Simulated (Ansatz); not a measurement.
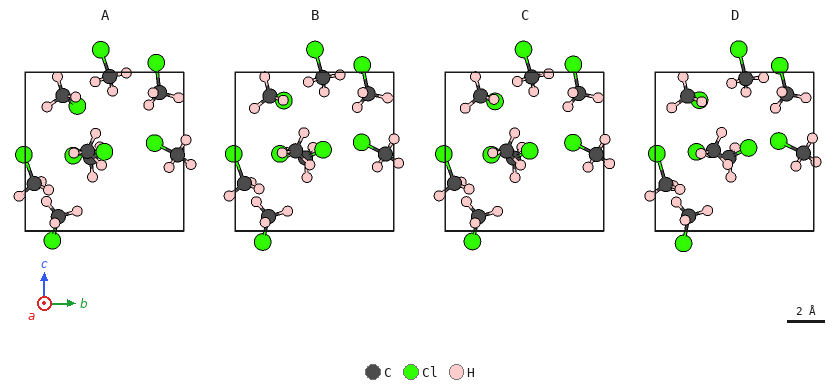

4 geometries from one relaxation of an amorphous cell of composition H$_{3}$CCl, in shuffled order. A ball-and-stick model of the cell of the calculation (origin shifted), seen along the a axis.

The cell holds 8 CH3Cl. The run prepares the start of a later molecular dynamics calculation, from a guessed geometry.

Level of theory: Ansatz 0.2.0, DFT PBE, scalar-relativistic, plane waves, PAW. (plane-wave cutoff 420 eV; k-point mesh 1 × 1 × 1; occupations fermi dirac; smearing width 0.05 eV; no spin polarisation; atoms relaxed in a fixed cell; force threshold 0.3 eV/Å; at most 15 steps)

### Order the frames from highest to lowest energy.

A, C, B, D. They are steps 0, 2, 3, 6, at +1.074 eV per cell of the calculation, +0.468 eV per cell of the calculation, +0.284 eV per cell of the calculation relative to the last. Over 5 accepted moves (6 points after the start) the energy falls by 1.074 eV per cell of the calculation. Largest force component: 0.65 eV/Å at the start, 0.23 eV/Å at the end. 1 step only repeated the SCF at the same geometry. A Cl atom moves most: 0.80 Å along [0 3 1]. Largest moves by element: Cl 0.80 Å, H 0.63 Å, C 0.51 Å. The cell doesn't change. Among the contacts that change: C–Cl 1.777 → 1.792 Å, C–H 1.088 → 1.096 Å.
